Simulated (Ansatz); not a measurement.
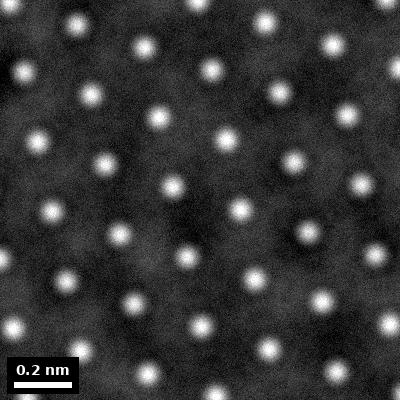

HRTEM-like image of Ru (Im-3m, No. 229) along [111]. Simulated in the weak-phase-object approximation with neutral-atom potentials: 300 kV, Cs = −13 µm, defocus +61 Å (negative is underfocus), defocus spread 8 Å, aperture 1.52 1/Å. Shot noise and the speckle of an amorphous layer were added. Atomic positions: the input geometry of a calculation; the starting structure was generated, so it need not be a known form of this composition.

> What point resolution do these settings give, and which lattice spacings pass?

About 0.7 Å (0.66 |Cs|^(1/4) λ^(3/4) with λ = 0.0197 Å). The spacings that carry visible contrast are {110} at 2.16 Å, {211} at 1.25 Å, {220} at 1.08 Å, {321} at 0.82 Å.

> Do the atom columns appear dark or bright, and why?

Bright. With negative Cs and overfocus sin χ is positive over the pass band, so the strongest columns (Ru) come out brighter than the background.
